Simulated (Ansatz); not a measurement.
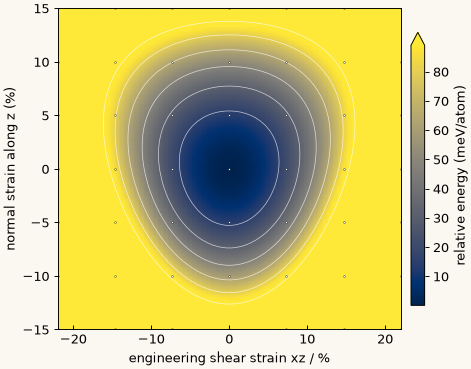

CdSe (F-43m, No. 216; 2 atoms in the cell). 
- The energy is mapped over two homogeneous strains.
- Coordinates scanned: (1) engineering shear strain xz; (2) normal strain along z.
- Nothing is relaxed (fractional coordinates fixed).
- Grid: 7 × 7 points; 28 points were computed and 21 follow by symmetry.
- Points are written as (first, second).
- All energies are given in meV/atom relative to the lowest grid point.
- The band gap closes in part of the range.
- Computed with Ansatz 0.2.0, DFT PBEsol, scalar-relativistic, plane waves, PAW. Settings: cutoff 420 eV, k-mesh 10×10×10, gaussian smearing 0.05 eV, no spin polarisation.

In the figure: a smooth colour map with a few white contour lines, dots at the grid points, one colour for all values above the top of the scale. Between grid points the surface is interpolated.

Question: Where is the minimum, and how stiff is the crystal against these two strains (in GPa)?

Answer: The interpolated minimum is at 0.0 % and 0.0 %. Divided by the cell volume of 56.3 Å³, the second derivatives of the energy there are about 45 GPa along the first strain and 64 GPa along the second, with a cross term of about 0 GPa (clamped ions). Round the minimum the two coordinates are nearly uncoupled.
